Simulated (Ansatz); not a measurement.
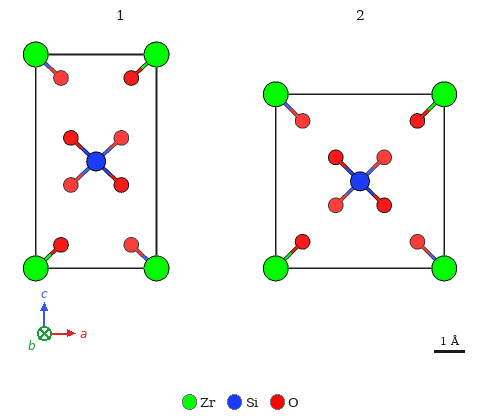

Two geometries of solid ZrSi₃O₈ (a generated structure, set up in P222) (coarse preliminary run), drawn at one scale. One is the start of a relaxation, the other its converged end. A ball-and-stick model of the cell of the calculation, seen along the b axis.

The calculation used Ansatz, DFT PBE, scalar-relativistic, plane waves, PAW. Set-up: plane-wave cutoff 420 eV; k-point mesh 4 × 4 × 4; occupations gaussian; smearing width 0.1 eV; no spin polarisation; cell and atoms relaxed; force threshold 0.04 eV/Å; at most 70 steps.

Which one is relaxed?

Structure 2 is the relaxed one. The energy falls by 13.306 eV per cell of the calculation in 18 accepted moves (23 points after the start). The largest force component goes from 14 to 0.0046 eV/Å. The pressure goes from 71.28 to −0.01 GPa. At 5 points the geometry stayed and the basis and grid were re-selected for the new cell (energy shift of 0.374 eV per cell of the calculation at most each time). The largest moves relative to the cell, 0.45 Å, are those of O atoms. Si and Zr stay in place. Cell: a 4.116 → 5.742 Å (+39.5 %), b 4.500 → 5.052 Å (+12.3 %), c 7.290 → 5.933 Å (−18.6 %). Volume +27.5 %. Some distances before and after: O–Zr 1.627 → 1.973 Å, Si–Zr 2.250 → 2.526 Å, Si–Si 2.250 → 2.526 Å, O–Si 1.627 → 1.731 Å. Bond angles that change, for instance: O–Zr–O 92.5° → 81.5°, O–Si–O 92.5° → 102.6°, O–Zr–O 116.2° → 124.8°. The space group stays P222 (No. 16). The run took 8 min on 1 thread of Arm Neoverse V2 (shared host), peak memory 0.53 GiB.

Limits of the set-up: layers or molecules are held without a dispersion correction, so their spacing is unreliable.
